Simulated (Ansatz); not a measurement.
A structure file:

```
CELL_PARAMETERS angstrom
4.04901 0.00000 0.00000
0.00000 4.46763 0.00000
0.00000 0.00000 4.88624
ATOMIC_POSITIONS crystal
Al 0.00000 0.00000 0.00000
Ga 0.50000 0.00000 0.50000
Ga 0.00000 0.50000 0.50000
Ga 0.50000 0.50000 0.00000
N 0.75503 0.24497 0.75503
N 0.24497 0.75503 0.75503
N 0.75503 0.75503 0.24497
N 0.24497 0.24497 0.24497
```

**Summarise the structure in words.**

This is AlGa3N4. It belongs to space group P222 (No. 16) and has a primitive orthorhombic lattice. One cell contains 1 Al, 3 Ga, 4 N, 8 atoms in all. The neighbours of Al are four N in a distorted tetrahedral arrangement at 1.90 Å. Ga is coordinated by four N in a distorted tetrahedral arrangement at 1.95 to 1.96 Å. The N atoms are each bonded to three Ga and one Al in a distorted tetrahedral arrangement (1.95 to 1.96 Å to Ga, 1.90 Å to Al). The bonds build a three-dimensional framework.

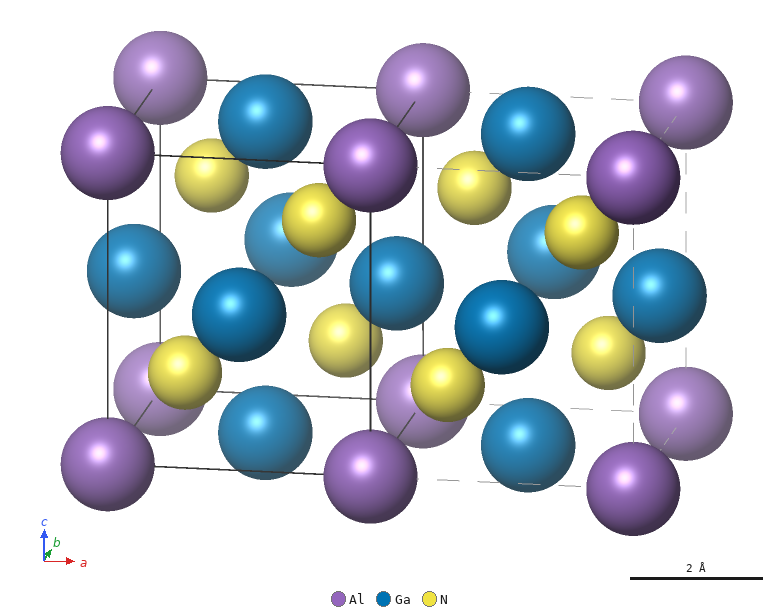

The figure gives a spheres-only picture of the atoms, viewed slightly off an axis. The picture spans 2×1×1 cells, one conventional unit cell being drawn with solid lines.

It goes back to a structure listed in the Materials Project. The cell was then strained or its atoms displaced on purpose. A calculation with Ansatz used it as input.
